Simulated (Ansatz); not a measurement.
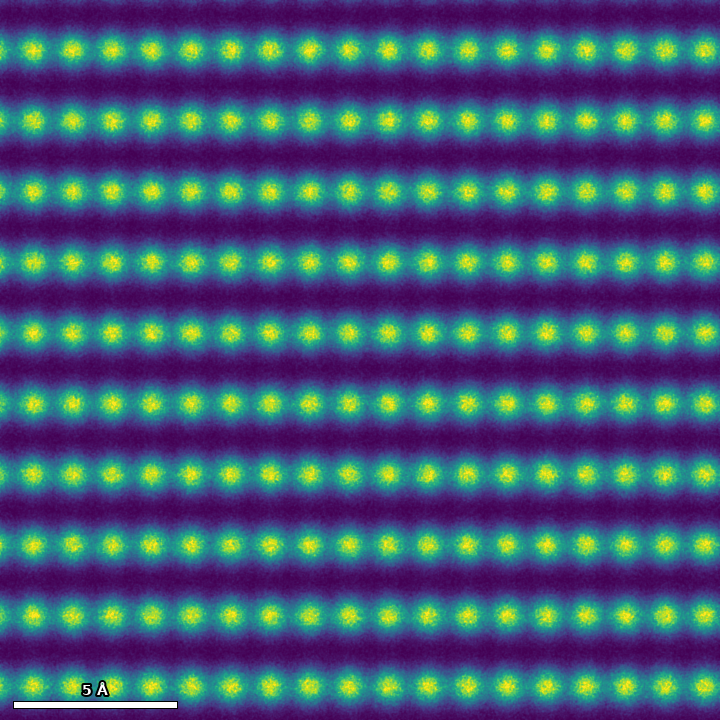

Dark-field STEM-like image of a crystal. The image is simulated as a sum over atoms of Z^1.7, blurred by a 0.87 Å probe (no channelling). Shot noise was added.

Measure the repeat of the pattern.

Answer. The pattern repeats on a rectangular net of 1.2 × 2.2 Å.

What is the plane group of the image?

Answer. p2mm: mirror lines in two perpendicular directions, with twofold points where they cross.

How many columns does the smallest repeating cell hold, and how many levels of brightness?

Answer. 1 column in the primitive cell of 2.6 Å², all of one brightness.

The crystal is Cr (P6_3/mmc, No. 194) seen along [210]. Model: the geometry given to an electronic-structure calculation, possibly off equilibrium; the starting structure was generated, so it need not be a known form of this composition.
